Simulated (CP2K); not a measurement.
**A series of single points on TaN**

System: TaN (2 atoms in the cell).
Method: Kohn-Sham DFT of a periodic cell, PBE, GTH-PBE with UZH-TZVP basis, no spin polarisation (CP2K 2026.2).

The 6 runs differ only in the geometry, by an even scaling of the cell at fixed fractional positions. The structure derives from a Materials Project entry.

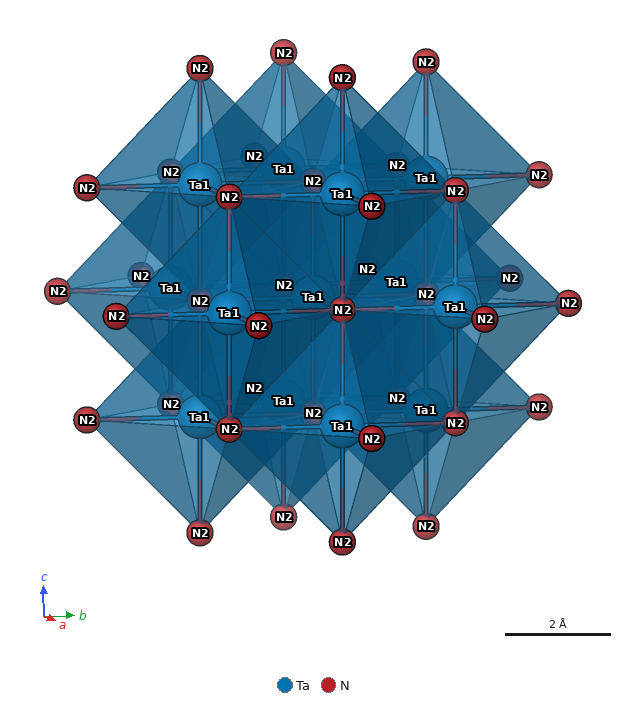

Figure 1. The structure of run 4 (polyhedral view of the cell 4 times as large as that of the calculation, set on its symmetry axes, seen slightly off an axis; polyhedra are completed across the faces of the cell; atoms are numbered from 1 in the order of the input).

## Input of run 4
```
&GLOBAL
  PROJECT tan_eos
  RUN_TYPE ENERGY_FORCE
  PRINT_LEVEL LOW
&END GLOBAL
&FORCE_EVAL
  METHOD QS
  STRESS_TENSOR ANALYTICAL
  &DFT
    BASIS_SET_FILE_NAME BASIS_MOLOPT_UZH
    POTENTIAL_FILE_NAME POTENTIAL_UZH
    WFN_RESTART_FILE_NAME previous-RESTART.kp
    &MGRID
      CUTOFF 450
      REL_CUTOFF 60
      NGRIDS 5
    &END MGRID
    &QS
      METHOD GPW
      EPS_DEFAULT 1.0E-10
    &END QS
    &KPOINTS
      SCHEME MONKHORST-PACK 10 10 10
      GAMMA_CENTERED T
      SYMMETRY T
      SYMMETRY_BACKEND SPGLIB
    &END KPOINTS
    &SCF
      SCF_GUESS RESTART
      EPS_SCF 1.0E-6
      MAX_SCF 100
      ADDED_MOS 13
      CHOLESKY OFF
      EPS_EIGVAL 1.0E-7
      &DIAGONALIZATION ON
        ALGORITHM STANDARD
      &END DIAGONALIZATION
      &MIXING ON
        METHOD BROYDEN_MIXING
        ALPHA 0.4
        BETA 1.5
        NBUFFER 8
      &END MIXING
      &SMEAR ON
        METHOD FERMI_DIRAC
        ELECTRONIC_TEMPERATURE [K] 580.226
      &END SMEAR
    &END SCF
    &XC
      &XC_FUNCTIONAL
        &GGA_X_PBE
        &END GGA_X_PBE
        &GGA_C_PBE
        &END GGA_C_PBE
      &END XC_FUNCTIONAL
    &END XC
    &PRINT
      &KPOINTS ON
      &END KPOINTS
      &MULLIKEN ON
      &END MULLIKEN
      &MO ON
        ENERGIES T
        OCCUPATION_NUMBERS T
        &EACH
          QS_SCF 0
        &END EACH
        ADD_LAST NUMERIC
      &END MO
    &END PRINT
  &END DFT
  &SUBSYS
    &CELL
      A 3.1479940643 0.0000000000 0.0000000000
      B 1.5739970321 2.7262428306 0.0000000000
      C 1.5739970321 0.9087476102 2.5703263902
      PERIODIC XYZ
    &END CELL
    &COORD
      SCALED
      Ta  0.5000000000 0.5000000000 0.5000000000
      N   0.0000000000 0.0000000000 0.0000000000
    &END COORD
    &KIND Ta
      BASIS_SET TZVP-MOLOPT-PBE-GTH-q13
      POTENTIAL GTH-PBE-q13
    &END KIND
    &KIND N
      BASIS_SET TZVP-MOLOPT-PBE-GTH-q5
      POTENTIAL GTH-PBE-q5
    &END KIND
    &PRINT
      &ATOMIC_COORDINATES ON
      &END ATOMIC_COORDINATES
      &CELL ON
      &END CELL
    &END PRINT
  &END SUBSYS
  &PRINT
    &FORCES ON
    &END FORCES
    &STRESS_TENSOR ON
    &END STRESS_TENSOR
  &END PRINT
&END FORCE_EVAL
```

Command:
```bash
OMP_NUM_THREADS=1 cp2k.psmp -i tan_eos.inp -o tan_eos.out
```

Lattice vectors (Å) and fractional positions of run 4:
```
   3.147994    0.000000    0.000000
   1.573997    2.726243    0.000000
   1.573997    0.908748    2.570326
Ta  0.500000  0.500000  0.500000
N   0.000000  0.000000  0.000000
```

Run 2 differs from it as follows:
```diff
-      A 3.1479940643 0.0000000000 0.0000000000
-      B 1.5739970321 2.7262428306 0.0000000000
-      C 1.5739970321 0.9087476102 2.5703263902
+      A 3.0850172155 0.0000000000 0.0000000000
+      B 1.5425086077 2.6717032797 0.0000000000
+      C 1.5425086077 0.8905677599 2.5189060085
```

## Results, with one run withheld

```tsv
run	volume per atom (Å³)	free energy per atom, from the lowest run given (meV)	pressure (GPa)
1	10.164	21.53	15.86
2	10.381	?	?
3	10.597	0.00	0.64
4	11.030	15.44	−11.60
5	11.246	34.67	−16.79
6	11.462	60.53	−21.44
```

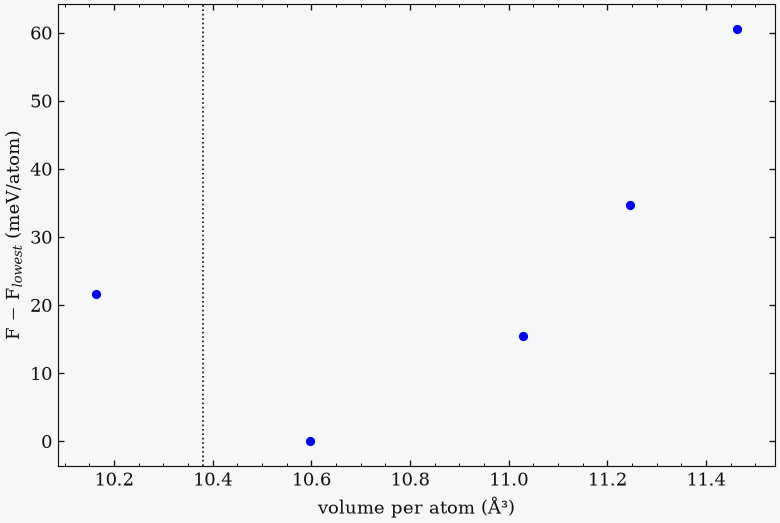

Figure 2. Free energy per atom of the runs given; the dotted line marks run 2.

What should run 2 give?

A cubic polynomial in V^(−2/3) (the Birch–Murnaghan form), fitted to the 5 runs given, misses them by under 0.01 meV per atom. With x = V^(−2/3) − 0.20363 Å⁻², it reads F = 6.5192 − 3875.4 x + 5.7091e+05 x² + 4.3788e+05 x³ (meV per atom). At run 2 it gives 5.60 meV per atom, and the run itself gives 5.64. The slope of the fit gives a pressure −dF/dV of 7.81 GPa there, and the run prints 7.84 GPa. The fit has its minimum at 10.617 Å³ per atom, where V d²F/dV² gives 331 GPa: the bulk modulus at this level, since symmetry fixes the shape and the positions.

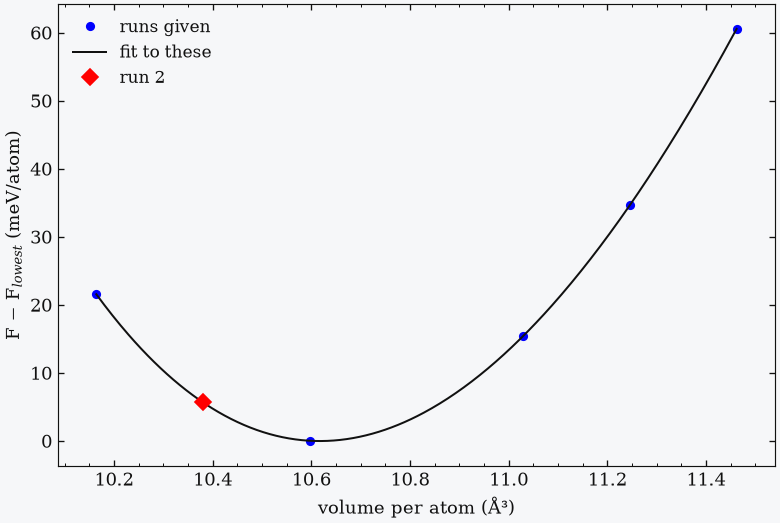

Figure 3. The fit and the withheld run.

## Some lines of the output (run 2)
```
[...]
 CELL_REF| Volume [angstrom^3]:                                        20.761455
                        Smear method:                                FERMI_DIRAC
  Step     Update method      Time    Convergence         Total energy    Change
  Fermi energy:                                                 0.62150297826243
  Total energy:                                               -68.19966762349591
  Total energy (extrapolated to T->0):                        -68.19957712953180
 MO| E(Fermi):            0.621503 a.u.         16.911956 eV
 MO| Band gap:            0.177609 a.u.          4.832975 eV
 MO| Band gap:            0.231137 a.u.          6.289571 eV
 MO| Band gap:            0.252178 a.u.          6.862112 eV
 MO| Band gap:            0.255856 a.u.          6.962189 eV
 MO| Band gap:            0.219157 a.u.          5.963568 eV
 MO| Band gap:            0.189528 a.u.          5.157312 eV
 MO| Band gap:            0.226291 a.u.          6.157701 eV
```

Notes: Spin–orbit coupling is left out, which matters for Ta.
